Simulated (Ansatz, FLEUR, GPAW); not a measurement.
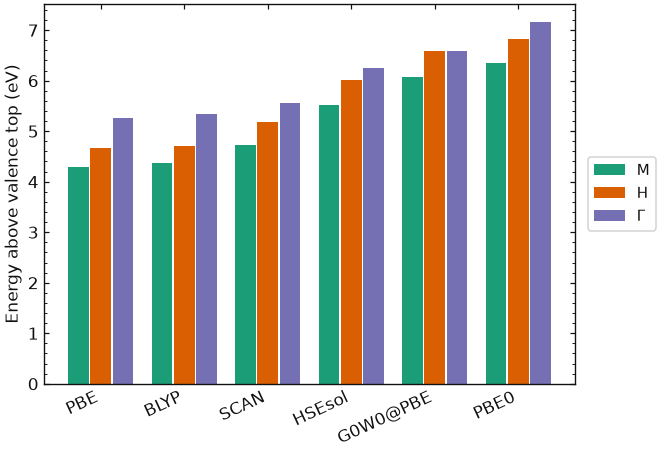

Lowest conduction level at each named k point, counted from the valence-band top at H, by several methods on one cell of layered hexagonal BN, space group P6_3/mmc, 4 atoms in the cell; a = 2.498 Å, c = 6.636 Å (hexagonal axes). All runs are without spin-orbit coupling and carry no moments. The cell is at 5 GPa in PBE. In some of the methods the smallest gap lies off these points.

Q: How do the methods rank at M?

A: From low to high: PBE 4.30, BLYP 4.36, SCAN 4.73, HSEsol 5.51, G0W0@PBE 6.08, PBE0 6.35 eV.

Q: Do the methods agree on which of these conduction levels is lowest?

A: Yes: all put it at M.

```csv
method,program,M (eV),H (eV),Γ (eV)
PBE,Ansatz,4.30,4.66,5.27
BLYP,Ansatz,4.36,4.71,5.33
SCAN,FLEUR,4.73,5.18,5.55
HSEsol,Ansatz,5.51,6.02,6.25
G0W0@PBE,GPAW,6.08,6.59,6.59
PBE0,Ansatz,6.35,6.83,7.16
```

Settings. PBE: Ansatz PAW, 12×12×4 k mesh, 420 eV cutoff, Fermi-Dirac smearing of 0.05 eV (Ansatz 0.2.0). BLYP: Ansatz PAW, 12×12×4 k mesh, 420 eV cutoff, Fermi-Dirac smearing of 0.05 eV (Ansatz 0.2.0). SCAN: all-electron, 12×12×4 k mesh, Fermi-Dirac smearing of 0.05 eV (FLEUR). HSEsol: Ansatz PAW, 6×6×2 k mesh, 420 eV cutoff, Fermi-Dirac smearing of 0.05 eV (Ansatz 0.2.0). G0W0@PBE: PBE, GPAW PAW data sets (gpaw-data 1.2.1), 6×6×2 k mesh, 600 eV cutoff, Fermi-Dirac smearing of 0.001 eV (GPAW 26.7.0), G0W0 with response cutoff 200 eV, frequency model plasmon pole and response bands 230, extrapolated in the response cutoff. PBE0: Ansatz PAW, 6×6×2 k mesh, 420 eV cutoff, Fermi-Dirac smearing of 0.05 eV (Ansatz 0.2.0).

These are six of the 28 methods that were run on this cell. Runs that lie over 0.07 eV from the median of the programs for their method weren't drawn. The runs come from different programs and meshes, which adds differences of its own. LDA, GGA and most meta-GGA functionals understate gaps. BLYP, HSEsol and PBE0: the PAW data sets were made with another functional. HSEsol and PBE0: the k mesh is coarse, so the values aren't converged, least of all with exact exchange. SCAN: the meta-GGA is that of a development version, with a GGA for the radial functions and cores and without core tails. G0W0@PBE: the k mesh is coarse, so the values aren't converged. G0W0@PBE: the quasiparticle gap is taken among the few k points that were corrected. G0W0@PBE: the long-wavelength limit can be off by a per cent or two. Over all k points computed the smallest gap is 4.32 eV in BLYP and 4.68 eV in SCAN.
